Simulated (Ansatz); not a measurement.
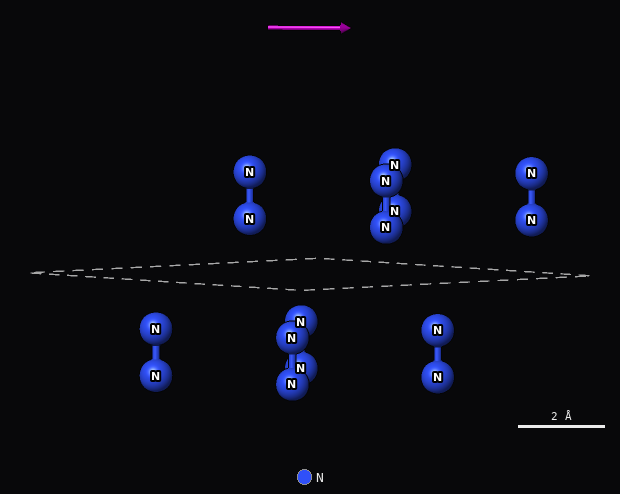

A scan of crystalline N (P6_3/mmc): the crystal above a cut along the (0 0 1) plane of the conventional cell (between a plane of N below and one of N above, 2.60 Å apart) is slid rigidly by fractions of an in-plane lattice vector 6.61 Å long (a generalised stacking fault). One cut stands in each cell, which starts 14.8 Å high; nothing is relaxed, and the dashed outline marks the cut, the arrow on top the direction of slip. The picture shows the perfect crystal around the cut (dashed). A ball-and-stick model of the layers on both sides of the cut, seen from the side, nearly along the cut plane.

Level of theory: DFT PBE+D3(BJ), scalar-relativistic, plane waves, PAW in Ansatz. Settings: plane-wave cutoff 420 eV; k-point mesh 7 × 7 × 2; occupations gaussian; smearing width 0.05 eV; no spin polarisation. Energies (free energies at the smearing named) are counted from the relaxed crystal.

```
CELL_PARAMETERS angstrom
-3.81655 0.00000 0.00000
-1.90828 -3.30523 0.00000
0.00000 0.00000 14.82904
ATOMIC_POSITIONS crystal
N 0.33333 0.33333 0.16216
N 0.33333 0.33333 0.66216
N 0.33333 0.33333 0.08784
N 0.33333 0.33333 0.58784
N 0.66667 0.66667 0.41216
N 0.66667 0.66667 0.91216
N 0.66667 0.66667 0.33784
N 0.66667 0.66667 0.83784
```

### What energies does the calculation give (the slip: 0.000, 0.083, 0.167, 0.250, 0.333, 0.417, 0.500, 0.583, 0.667, 0.750, 0.833, 0.917, 1.000)?

```csv
slip (fraction of the lattice vector),γ (mJ/m²)
0.000,0.0
0.083,8.1
0.167,14.7
0.250,8.1
0.333,0.1
0.417,18.3
0.500,90.9
0.583,207.6
0.667,272.3
0.750,207.7
0.833,91.0
0.917,18.4
1.000,0.0
```

Points that are alike by symmetry were computed once.

The curve starts and ends at zero, since a full lattice vector restores the crystal. Its highest computed point is 272.3 mJ/m² at slip 0.667. The local minimum at 0.333 (0.1 mJ/m²) is a metastable fault on this line; the lower of the two humps that part it from the perfect crystal is 14.7 mJ/m² high. The path isn't symmetric about half-way. Relaxation across the fault would lower the values.

The computed profile (hollow markers are points alike by symmetry):

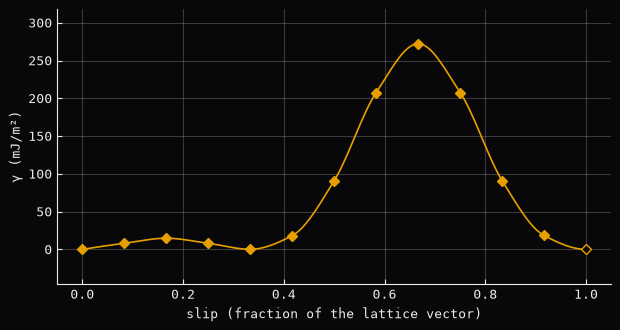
